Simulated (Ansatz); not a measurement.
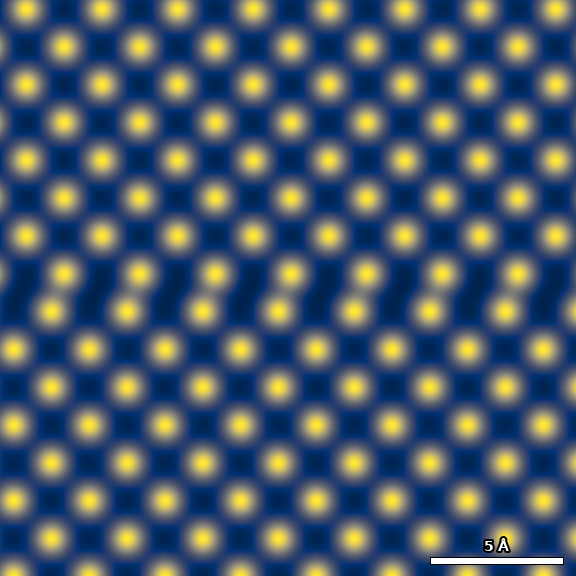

Z-contrast image of Pt (Fd-3m, No. 227) along [001]. The image is simulated as a sum over atoms of Z^1.8, blurred by a 1.08 Å probe (no channelling).

One planar defect was built into the perfect crystal by geometry alone, without relaxation. Host structure: the geometry relaxed with DFT, PBE, plane waves (420 eV) with PAW, scalar-relativistic in Ansatz; the starting structure was generated, so it need not be a known form of this composition.

**Find the planar defect and say what kind it is.**

A planar fault (a stacking fault) runs horizontally about 11 Å below the top edge. The part above it is shifted along the boundary by 2/3 of the 2.89 Å repeat of the rows (1.9 Å to the right, the same as 1.0 Å to the left); both parts keep the same orientation.
